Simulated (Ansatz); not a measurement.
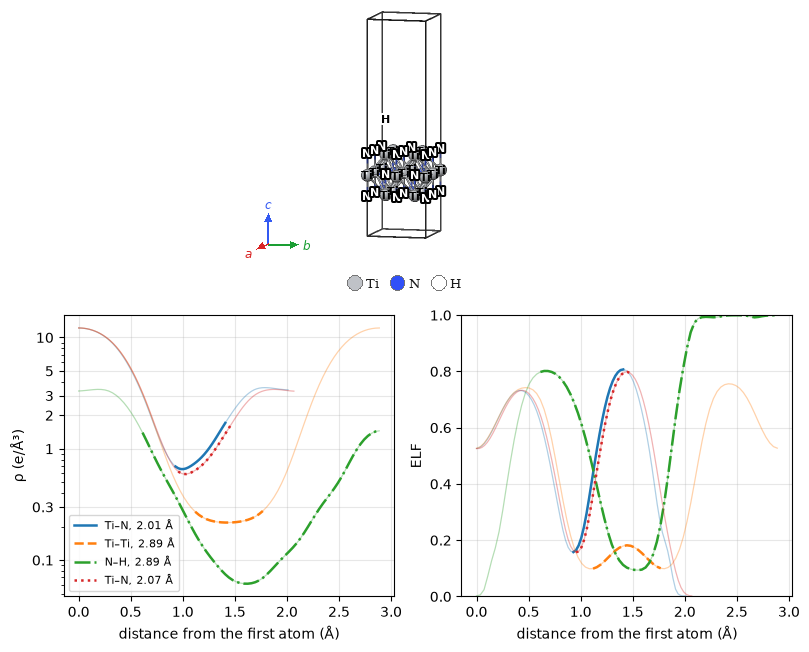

Figure. Ti12HN12 (slab). Valence electron density and ELF along straight lines between neighbouring atoms. Thin, pale parts lie inside the atomic spheres. The structure is drawn too.

A point of a scan over the structure, not its minimum; not relaxed (largest force 1.8 eV/Å); computed without spin polarisation; PAW files of the earlier set (soft_1).

Level of theory: DFT PBE+D3(BJ), scalar-relativistic, plane waves, PAW in Ansatz.

In a PAW calculation such maps are meaningful between the atoms, not at the nuclei.

```cif
data_structure
_symmetry_space_group_name_H-M 'P 1'
_symmetry_Int_Tables_number 1
_cell_length_a 5.9474
_cell_length_b 5.9474
_cell_length_c 21.6534
_cell_angle_alpha 90.000
_cell_angle_beta 90.000
_cell_angle_gamma 90.000
_cell_volume 765.90
loop_
_atom_site_label
_atom_site_type_symbol
_atom_site_fract_x
_atom_site_fract_y
_atom_site_fract_z
_atom_site_occupancy
Ti1 Ti 0.25000 0.25000 0.18473 1
Ti2 Ti 0.25000 0.75000 0.18473 1
Ti3 Ti 0.75000 0.25000 0.18473 1
Ti4 Ti 0.75000 0.75000 0.18473 1
N1 N 0.00000 0.00000 0.18473 1
N2 N 0.00000 0.50000 0.18473 1
N3 N 0.50000 0.00000 0.18473 1
N4 N 0.50000 0.50000 0.18473 1
Ti5 Ti 0.00000 0.00000 0.28018 1
Ti6 Ti 0.00000 0.50000 0.28018 1
Ti7 Ti 0.50000 0.00000 0.28018 1
Ti8 Ti 0.50000 0.50000 0.28018 1
N5 N 0.25000 0.25000 0.27868 1
N6 N 0.25000 0.75000 0.27868 1
N7 N 0.75000 0.25000 0.27868 1
N8 N 0.75000 0.75000 0.27868 1
Ti9 Ti 0.25000 0.25000 0.37159 1
Ti10 Ti 0.25000 0.75000 0.37159 1
Ti11 Ti 0.75000 0.25000 0.37159 1
Ti12 Ti 0.75000 0.75000 0.37159 1
N9 N 0.00000 0.00000 0.38116 1
N10 N 0.00000 0.50000 0.38116 1
N11 N 0.50000 0.00000 0.38116 1
N12 N 0.50000 0.50000 0.38116 1
H1 H 0.08333 0.08333 0.51047 1
```

**Compare the contacts.**

Ti–N (2.01 Å): ρ at the midpoint is about 0.66 e/Å³; the ELF peaks at about 0.80 in the valence shell of N, 0.6 Å from its nucleus, and is about 0.20 at the midpoint; no localised pair shows between them.
Ti–Ti (2.89 Å): ρ is about 0.22 e/Å³ halfway; the ELF is about 0.20 at the midpoint; no localised pair shows between them.
N–H (2.89 Å): the density is about 0.07 e/Å³ at the midpoint; the ELF climbs to about 1 towards the hydrogen, as it does in any bond to H.
Ti–N (2.07 Å): the density is about 0.59 e/Å³ at the midpoint; the ELF peaks at about 0.80 in the valence shell of N, 0.6 Å from its nucleus, and is about 0.20 at the midpoint; no shared electron pair shows on this line.
